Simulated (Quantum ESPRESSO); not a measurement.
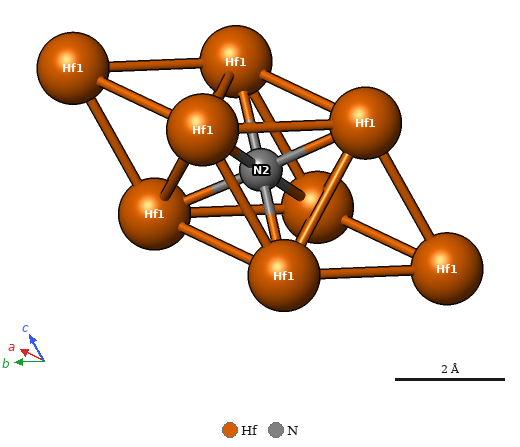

The structure (ball-and-stick view of the cell of the calculation, seen at an oblique angle; atoms are numbered from 1 in the order of the input).

**Band-structure run, with input and output: HfN**

HfN (2 atoms in the cell), computed with Kohn-Sham DFT of a periodic cell, AM05, spin-orbit coupling, PseudoDojo 0.4 FR PBEsol standard, no spin polarisation (Quantum ESPRESSO 7.5).

The structure derives from an entry of the Crystallography Open Database.

The program's output
```
This program is part of the open-source Quantum ESPRESSO suite
     for quantum simulation of materials; please cite
         "P. Giannozzi et al., J. Phys.:Condens. Matter 21 395502 (2009);
         "P. Giannozzi et al., J. Phys.:Condens. Matter 29 465901 (2017);
         "P. Giannozzi et al., J. Chem. Phys. 152 154105 (2020);
          URL
     in publications or presentations arising from this work. More details at

     IMPORTANT: XC functional enforced from input :
     Exchange-correlation= XC-000I-000I-120L-135L-000I-000I
                           (   0   0 120 135   0   0   0)
     Any further DFT definition will be discarded
     Please, verify this is what you really want

     G-vector sticks info
     --------------------
     sticks:   dense  smooth     PW     G-vecs:    dense   smooth      PW
     Sum         847     847    253                16145    16145    2733

     Using Slab Decomposition

     bravais-lattice index     =            0
     lattice parameter (alat)  =       6.0291  a.u.
     unit-cell volume          =     154.9687 (a.u.)^3
     number of atoms/cell      =            2
     number of atomic types    =            2
     number of electrons       =        17.00
     number of Kohn-Sham states=           30
     kinetic-energy cutoff     =      84.0000  Ry
     charge density cutoff     =     336.0000  Ry
     scf convergence threshold =      4.0E-10
     mixing beta               =       0.5000
     number of iterations used =            8  plain     mixing
     Exchange-correlation= XC-000I-000I-120L-135L-000I-000I
                           (   0   0 120 135   0   0   0)
     Non magnetic calculation with spin-orbit

     celldm(1)=   6.029107  celldm(2)=   0.000000  celldm(3)=   0.000000
     celldm(4)=   0.000000  celldm(5)=   0.000000  celldm(6)=   0.000000

     crystal axes: (cart. coord. in units of alat)
               a(1) = (   0.000000   0.707107   0.707107 )
               a(2) = (   0.707107   0.000000   0.707107 )
               a(3) = (   0.707107   0.707107   0.000000 )

     reciprocal axes: (cart. coord. in units 2 pi/alat)
               b(1) = ( -0.707107  0.707107  0.707107 )
               b(2) = (  0.707107 -0.707107  0.707107 )
               b(3) = (  0.707107  0.707107 -0.707107 )

     PseudoPot. # 1 for Hf read from file:
     Hf.upf
     Pseudo is Norm-conserving + core correction, Zval = 12.0
     Generated using ONCVPSP code by D. R. Hamann
     Using radial grid of 1696 points, 14 beta functions with:
                l(1) =   0
                l(2) =   0
                l(3) =   1
                l(4) =   1
                l(5) =   1
                l(6) =   1
                l(7) =   2
                l(8) =   2
                l(9) =   2
               l(10) =   2
               l(11) =   3
               l(12) =   3
               l(13) =   3
               l(14) =   3

     PseudoPot. # 2 for N  read from file:
     N.upf
     Pseudo is Norm-conserving + core correction, Zval =  5.0
     Generated using ONCVPSP code by D. R. Hamann
     Using radial grid of 1070 points,  6 beta functions with:
                l(1) =   0
                l(2) =   0
                l(3) =   1
                l(4) =   1
                l(5) =   1
                l(6) =   1

     atomic species   valence    mass     pseudopotential
     Hf               12.00   178.49000     Hf( 1.00)
     N                 5.00    14.00700     N ( 1.00)

     No symmetry found

   Cartesian axes

     site n.     atom                  positions (alat units)
         1        Hf     tau(   1) = (   0.0045276  -0.0013534   0.0007771  )
         2        N      tau(   2) = (   0.7057371   0.6992537   0.7065192  )

     number of k points=   112  Fermi-Dirac smearing, width (Ry)=  0.0037

     Number of k-points >= 100: set verbosity='high' to print them.

     Dense  grid:    16145 G-vectors     FFT dimensions: (  36,  36,  36)

     WARNING: libxc functional with ID  120 depends
      on external parameters: check the user_guide of
      QE if you need to modify them or to check their
      default values.

     WARNING: libxc functional with ID  135 depends
      on external parameters: check the user_guide of
      QE if you need to modify them or to check their
      default values.

     Initial potential from superposition of free atoms

     starting charge      16.9983, renormalised to      17.0000
     Starting wfcs are   28 randomized atomic wfcs +    2 random wfcs

     Self-consistent Calculation

     iteration #  1     ecut=    84.00 Ry     beta= 0.50
     Davidson diagonalization with overlap
     ethr =  1.00E-02,  avg # of iterations =  4.6

     total energy              =    -133.63059416 Ry
     estimated scf accuracy    <       0.47940244 Ry

     iteration #  2     ecut=    84.00 Ry     beta= 0.50
     Davidson diagonalization with overlap
     ethr =  2.82E-03,  avg # of iterations =  2.0

     total energy              =    -133.77546603 Ry
     estimated scf accuracy    <       0.21639755 Ry

     iteration #  3     ecut=    84.00 Ry     beta= 0.50
     Davidson diagonalization with overlap
     ethr =  1.27E-03,  avg # of iterations =  1.2

     total energy              =    -133.81355841 Ry
     estimated scf accuracy    <       0.00305016 Ry

     iteration #  4     ecut=    84.00 Ry     beta= 0.50
     Davidson diagonalization with overlap
     ethr =  1.79E-05,  avg # of iterations =  3.8

     total energy              =    -133.81411809 Ry
     estimated scf accuracy    <       0.00246526 Ry

     iteration #  5     ecut=    84.00 Ry     beta= 0.50
     Davidson diagonalization with overlap
     ethr =  1.45E-05,  avg # of iterations =  1.0

     total energy              =    -133.81407606 Ry
     estimated scf accuracy    <       0.00027190 Ry

     iteration #  6     ecut=    84.00 Ry     beta= 0.50
     Davidson diagonalization with overlap
     ethr =  1.60E-06,  avg # of iterations =  3.2

     total energy              =    -133.81409537 Ry
     estimated scf accuracy    <       0.00002030 Ry

     iteration #  7     ecut=    84.00 Ry     beta= 0.50
     Davidson diagonalization with overlap
     ethr =  1.19E-07,  avg # of iterations =  2.0

     total energy              =    -133.81409539 Ry
     estimated scf accuracy    <       0.00000359 Ry

     iteration #  8     ecut=    84.00 Ry     beta= 0.50
     Davidson diagonalization with overlap
     ethr =  2.11E-08,  avg # of iterations =  2.0

     total energy              =    -133.81409578 Ry
     estimated scf accuracy    <       0.00000007 Ry

     iteration #  9     ecut=    84.00 Ry     beta= 0.50
     Davidson diagonalization with overlap
     ethr =  4.09E-10,  avg # of iterations =  3.1

     total energy              =    -133.81409582 Ry
     estimated scf accuracy    <          3.6E-09 Ry

     iteration # 10     ecut=    84.00 Ry     beta= 0.50
     Davidson diagonalization with overlap
     ethr =  2.12E-11,  avg # of iterations =  2.0

     total energy              =    -133.81409582 Ry
     estimated scf accuracy    <          6.4E-10 Ry

     iteration # 11     ecut=    84.00 Ry     beta= 0.50
     Davidson diagonalization with overlap
     ethr =  3.76E-12,  avg # of iterations =  2.0

     End of self-consistent calculation

     Number of k-points >= 100: set verbosity='high' to print the bands.

     the Fermi energy is    18.7732 ev

!    total energy              =    -133.81409582 Ry
     estimated scf accuracy    <          1.6E-10 Ry
     smearing contrib. (-TS)   =      -0.00015891 Ry
     internal energy E=F+TS    =    -133.81393691 Ry

     The total energy is F=E-TS. E is the sum of the following terms:
     one-electron contribution =      -6.64257255 Ry
     hartree contribution      =      13.52823464 Ry
     xc contribution           =     -34.49237349 Ry
     ewald contribution        =    -106.20722551 Ry

     convergence has been achieved in  11 iterations

     Forces acting on atoms (cartesian axes, Ry/au):

     atom    1 type  1   force =    -0.00865883   -0.00954838   -0.00199876
     atom    2 type  2   force =     0.00865883    0.00954838    0.00199876

     Total force =     0.018447     Total SCF correction =     0.000000

     Computing stress (Cartesian axis) and pressure

          total   stress  (Ry/bohr**3)                   (kbar)     P=      -35.59
  -0.00023945   0.00000153   0.00000033          -35.22        0.23        0.05
   0.00000153  -0.00023727   0.00000036            0.23      -34.90        0.05
   0.00000033   0.00000036  -0.00024901            0.05        0.05      -36.63

=------------------------------------------------------------------------------=
   JOB DONE.
=------------------------------------------------------------------------------=
```

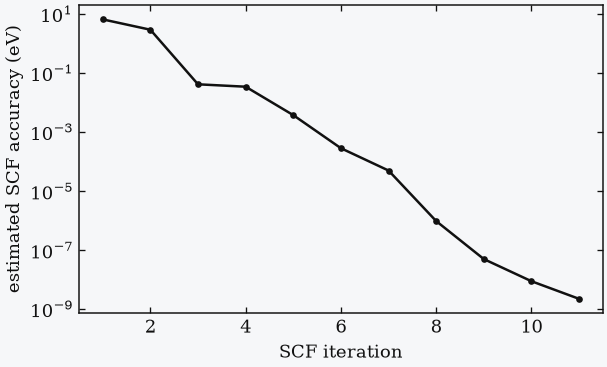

Convergence of the self-consistent field: estimated SCF accuracy against the iteration. The field takes 11 iterations in all.

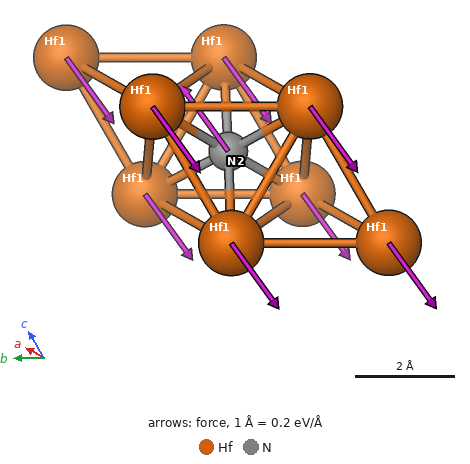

Forces on the atoms as pink arrows (ball-and-stick view of the cell of the calculation, seen at an oblique angle; atoms are numbered from 1 in the order of the input). The largest act on Hf1 (0.34 eV/Å); N2 (0.34 eV/Å). The geometry is not a stationary point of this energy.

This output came from the following input.

Input file
```
&CONTROL
  calculation = 'scf'
  prefix = 'pwscf'
  outdir = './tmp'
  pseudo_dir = './pseudo'
  tprnfor = .true.
  tstress = .true.
  disk_io = 'low'
/
&SYSTEM
  ibrav = 0
  nat = 2
  ntyp = 2
  ecutwfc = 84
  nbnd = 30
  input_dft = 'XC-000I-000I-120L-135L-000I-000I'
  occupations = 'smearing'
  smearing = 'fd'
  degauss = 0.00367493
  noncolin = .true.
  lspinorb = .true.
/
&ELECTRONS
  conv_thr = 4d-10
  electron_maxstep = 120
  mixing_beta = 0.5
/
ATOMIC_SPECIES
Hf   178.4900 Hf.upf
N     14.0070 N.upf
CELL_PARAMETERS angstrom
   0.0000000000    2.2560000000    2.2560000000
   2.2560000000    0.0000000000    2.2560000000
   2.2560000000    2.2560000000    0.0000000000
ATOMIC_POSITIONS angstrom
Hf     0.0144451680   -0.0043179840    0.0024793440
N      2.2516301280    2.2309448640    2.2541252640
K_POINTS automatic
6 6 6 0 0 0
```

File bands.in
```
&CONTROL
  calculation = 'bands'
  prefix = 'pwscf'
  outdir = './tmp'
  pseudo_dir = './pseudo'
  disk_io = 'low'
  verbosity = 'high'
/
&SYSTEM
  ibrav = 0
  nat = 2
  ntyp = 2
  ecutwfc = 84
  nbnd = 30
  input_dft = 'XC-000I-000I-120L-135L-000I-000I'
  occupations = 'smearing'
  smearing = 'fd'
  degauss = 0.00367493
  noncolin = .true.
  lspinorb = .true.
/
&ELECTRONS
  conv_thr = 1d-08
  electron_maxstep = 120
  mixing_beta = 0.5
  diago_full_acc = .true.
/
ATOMIC_SPECIES
Hf   178.4900 Hf.upf
N     14.0070 N.upf
CELL_PARAMETERS angstrom
   0.0000000000    2.2560000000    2.2560000000
   2.2560000000    0.0000000000    2.2560000000
   2.2560000000    2.2560000000    0.0000000000
ATOMIC_POSITIONS angstrom
Hf     0.0144451680   -0.0043179840    0.0024793440
N      2.2516301280    2.2309448640    2.2541252640
K_POINTS crystal
60
 0.0000000000  0.0000000000  0.0000000000 1
 0.0625000000  0.0000000000  0.0625000000 1
 0.1250000000  0.0000000000  0.1250000000 1
 0.1875000000  0.0000000000  0.1875000000 1
 0.2500000000  0.0000000000  0.2500000000 1
 0.3125000000  0.0000000000  0.3125000000 1
 0.3750000000  0.0000000000  0.3750000000 1
 0.4375000000  0.0000000000  0.4375000000 1
 0.5000000000  0.0000000000  0.5000000000 1
 0.5000000000  0.0625000000  0.5625000000 1
 0.5000000000  0.1250000000  0.6250000000 1
 0.5000000000  0.1875000000  0.6875000000 1
 0.5000000000  0.2500000000  0.7500000000 1
 0.4375000000  0.3125000000  0.7500000000 1
 0.3750000000  0.3750000000  0.7500000000 1
 0.3375000000  0.3375000000  0.6750000000 1
 0.3000000000  0.3000000000  0.6000000000 1
 0.2625000000  0.2625000000  0.5250000000 1
 0.2250000000  0.2250000000  0.4500000000 1
 0.1875000000  0.1875000000  0.3750000000 1
 0.1500000000  0.1500000000  0.3000000000 1
 0.1125000000  0.1125000000  0.2250000000 1
 0.0750000000  0.0750000000  0.1500000000 1
 0.0375000000  0.0375000000  0.0750000000 1
 0.0000000000  0.0000000000  0.0000000000 1
 0.0625000000  0.0625000000  0.0625000000 1
 0.1250000000  0.1250000000  0.1250000000 1
 0.1875000000  0.1875000000  0.1875000000 1
 0.2500000000  0.2500000000  0.2500000000 1
 0.3125000000  0.3125000000  0.3125000000 1
 0.3750000000  0.3750000000  0.3750000000 1
 0.4375000000  0.4375000000  0.4375000000 1
 0.5000000000  0.5000000000  0.5000000000 1
 0.5250000000  0.4500000000  0.5250000000 1
 0.5500000000  0.4000000000  0.5500000000 1
 0.5750000000  0.3500000000  0.5750000000 1
 0.6000000000  0.3000000000  0.6000000000 1
 0.6250000000  0.2500000000  0.6250000000 1
 0.5833333333  0.2500000000  0.6666666667 1
 0.5416666667  0.2500000000  0.7083333333 1
 0.5000000000  0.2500000000  0.7500000000 1
 0.5000000000  0.2857142857  0.7142857143 1
 0.5000000000  0.3214285714  0.6785714286 1
 0.5000000000  0.3571428571  0.6428571429 1
 0.5000000000  0.3928571429  0.6071428571 1
 0.5000000000  0.4285714286  0.5714285714 1
 0.5000000000  0.4642857143  0.5357142857 1
 0.5000000000  0.5000000000  0.5000000000 1
 0.4821428571  0.4821428571  0.5357142857 1
 0.4642857143  0.4642857143  0.5714285714 1
 0.4464285714  0.4464285714  0.6071428571 1
 0.4285714286  0.4285714286  0.6428571429 1
 0.4107142857  0.4107142857  0.6785714286 1
 0.3928571429  0.3928571429  0.7142857143 1
 0.3750000000  0.3750000000  0.7500000000 1
 0.6250000000  0.2500000000  0.6250000000 1
 0.5937500000  0.1875000000  0.5937500000 1
 0.5625000000  0.1250000000  0.5625000000 1
 0.5312500000  0.0625000000  0.5312500000 1
 0.5000000000  0.0000000000  0.5000000000 1
```

Run as:
```bash
OMP_NUM_THREADS=1 pw.x -in pw.in > pw.out
OMP_NUM_THREADS=1 pw.x -in bands.in > bands.out
```

Key numbers

```csv
quantity,value
outcome,converged
space group (tolerance 0.01 Å),Imm2 (44)
electrons treated,17
free energy,−1820.6335 eV
Fermi energy of the self-consistent step,18.773 eV
gap on the k-point mesh,none (metallic)
pressure,−3.56 GPa
largest force (length of the vector),0.335 eV/Å
hardware,"1 thread of Intel Xeon @ 2.60GHz (Ice Lake), 24 GiB of memory available, shared host"
wall time,4.3 min
peak memory,0.29 GiB
```

Further notes kept with the run: potentials made for another functional. Points of doubt noted for this run: coarse mesh; potentials made for another functional. The cell holds an odd number of electrons but the run has no spin polarisation, so it comes out as a metal.
